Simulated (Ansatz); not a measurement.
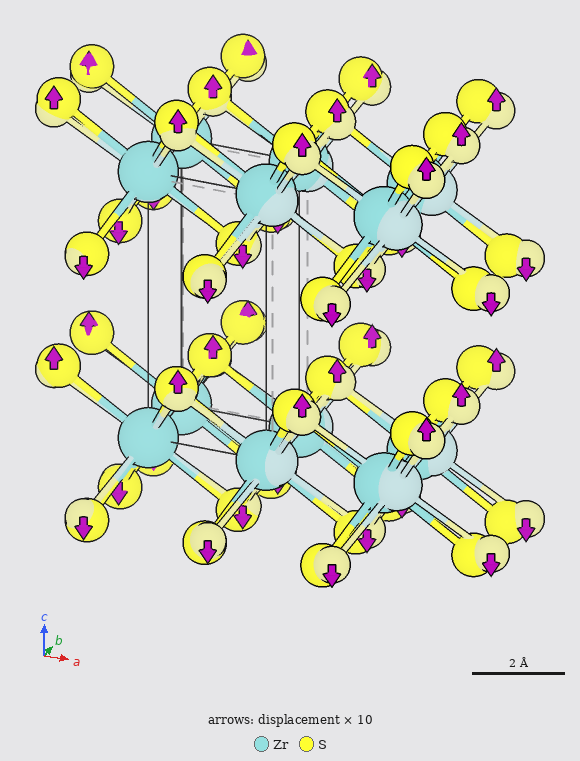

Solid ZrS2 (built on the database structure type), drawn pale, and a changed version of it, drawn solid. The purple arrows show how the atoms are displaced (without the part that the change of the cell carries along), magnified 10 times. Besides, the cell is strained by +2.2 % along c and −5.1 % across it (volume −8.0 %). A ball-and-stick model of the cell of the calculation, repeated 2 × 1 × 1 with one cell outlined, seen slightly off an axis.

Theory: Ansatz 0.2.0, DFT, r2SCAN, plane waves, PAW. Settings: plane-wave cutoff 500 eV; k-point mesh 12 × 12 × 4; occupations fixed; no spin polarisation.

### How are the atoms displaced, and what does the calculation give?

The S atoms are displaced by 0.05 Å relative to the cell. No relaxation follows. Among the bonded contacts that change: S–Zr 2.565 → 2.527 Å. The space group stays P-3m1 (No. 164). The energy rises by 81.3 meV per atom. The pressure goes from 0.9 to 7.9 GPa. The principal stresses (compression positive) are 1.0 GPa along c and 11.3 GPa across it. The largest forces, 0.044 eV/Å, act on 2 S atoms of the calculation's cell.
